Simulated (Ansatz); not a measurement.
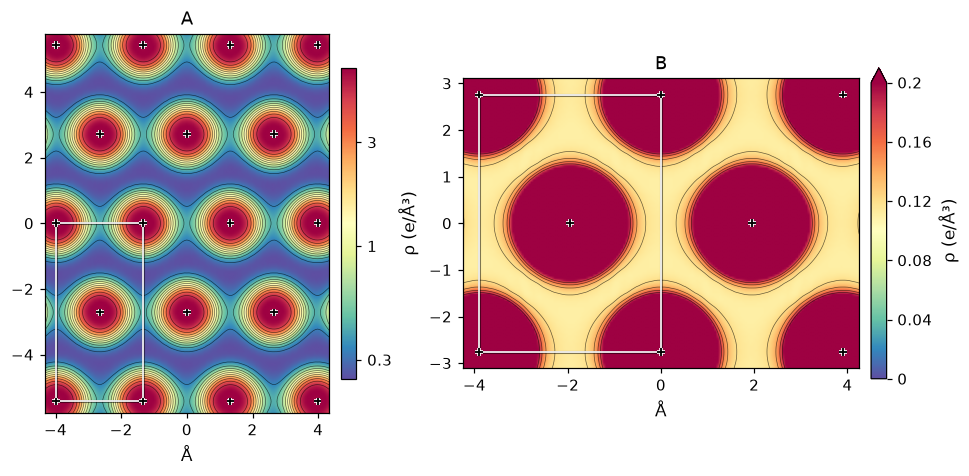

The valence charge density (pseudo) of 2 systems, each on a plane through atoms (crosses mark nuclei in the plane).

Method: DFT, PBE, plane waves (420 eV) with PAW, fully relativistic with spin-orbit coupling in Ansatz.

System 1: Mo, the (001) plane of the conventional cell. Space group Fddd; set up as Mo, beta-Sn type; a generated structure, not necessarily the stable one.

System 2: Lu, the (101) plane of the conventional cell. Space group Im-3m; set up as Lu, bcc; a generated structure, not necessarily the stable one.

```xyz
2
Lattice="3.9012 0.0000 0.0000 0.0000 3.9012 0.0000 0.0000 0.0000 3.9012" Properties=species:S:1:pos:R:3 pbc="T T T"
Lu    0.0000    0.0000    0.0000
Lu    1.9506    1.9506    1.9506
```

**Which map belongs to which system?**

Panel A is system 1, Mo: the plane holds Mo. Mo–Mo (2.65 Å): ρ at the midpoint is about 0.43 e/Å³. Panel B is system 2, Lu: the plane holds Lu. Lu–Lu (3.38 Å): ρ at the midpoint is about 0.11 e/Å³.
